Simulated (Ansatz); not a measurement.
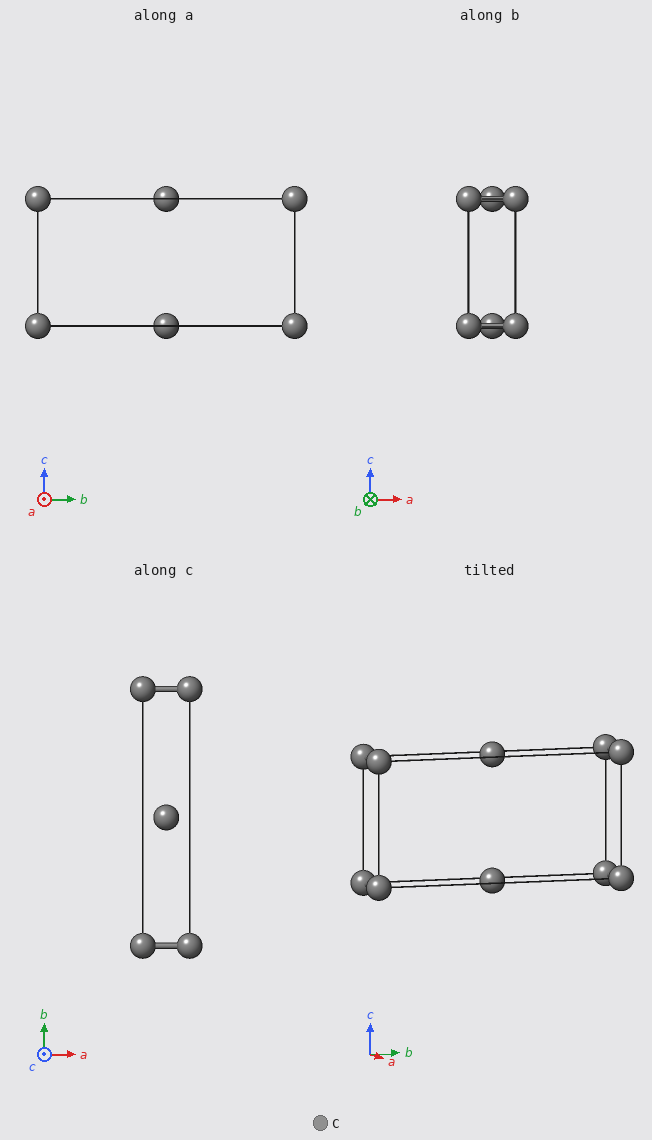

A ball-and-stick rendering, viewed along the a axis, along the b axis, along the c axis and slightly off an axis. The conventional unit cell is drawn as a box.

Lattice parameters: a = 1.2839 Å, b = 7.0472 Å, c = 3.4875 Å, α = 90.000°, β = 90.000°, γ = 90.000°.

Q: From the views, write a CIF with its space group and independent sites.

A:
```cif
data_structure
_symmetry_space_group_name_H-M 'C m m m'
_symmetry_Int_Tables_number 65
_cell_length_a 1.2839
_cell_length_b 7.0472
_cell_length_c 3.4875
_cell_angle_alpha 90.000
_cell_angle_beta 90.000
_cell_angle_gamma 90.000
_cell_volume 31.55
loop_
_atom_site_label
_atom_site_type_symbol
_atom_site_symmetry_multiplicity
_atom_site_Wyckoff_symbol
_atom_site_fract_x
_atom_site_fract_y
_atom_site_fract_z
_atom_site_occupancy
C1 C 2 a 0.0000 0.0000 0.0000 1
```

Its origin is a structure type filled with this element by a generator (whether the element takes this form wasn't checked). A relaxation with Ansatz, DFT PBE, scalar-relativistic, plane waves, PAW gave the geometry drawn.
